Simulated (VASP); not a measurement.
System: MgS.

```cif
data_structure
_symmetry_space_group_name_H-M 'P 1'
_symmetry_Int_Tables_number 1
_cell_length_a 4.0035
_cell_length_b 4.0035
_cell_length_c 9.7574
_cell_angle_alpha 90.000
_cell_angle_beta 90.000
_cell_angle_gamma 120.000
_cell_volume 135.44
loop_
_atom_site_label
_atom_site_type_symbol
_atom_site_fract_x
_atom_site_fract_y
_atom_site_fract_z
_atom_site_occupancy
Mg1 Mg 0.66667 0.33333 0.33302 1
Mg2 Mg 0.33333 0.66667 0.66635 1
Mg3 Mg 0.00000 0.00000 0.99968 1
S1 S 0.00000 0.00000 0.25032 1
S2 S 0.66667 0.33333 0.58365 1
S3 S 0.33333 0.66667 0.91698 1
```

Space group R3m; started from the zincblende prototype, which need not be the ambient phase; changed on purpose from its base cell (shear 111 strain -0.5%).

Method: DFT, r2SCAN, plane waves, PAW in VASP.

Question: Predict the valence pseudo-density and electron localisation function between the atoms.

Answer: Mg–S (2.45 Å): the density is about 0.37 e/Å³ at the midpoint; the ELF peaks at about 0.90 in the valence shell of S, 0.9 Å from its nucleus, and falls to about 0.65 next to Mg; an ionic contact with no shared pair.

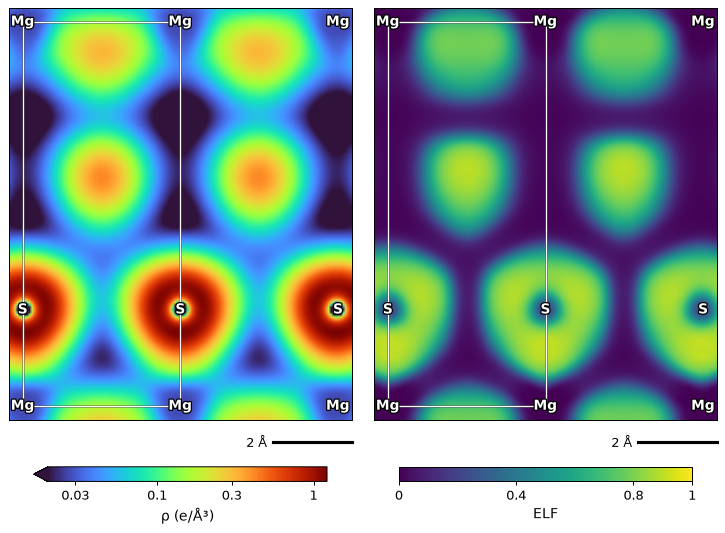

Computed valence pseudo-density and electron localisation function on the (100) plane of the conventional cell, in this order. 

Core electrons are frozen (PAW), and the valence fields are smoothed inside the atomic spheres.
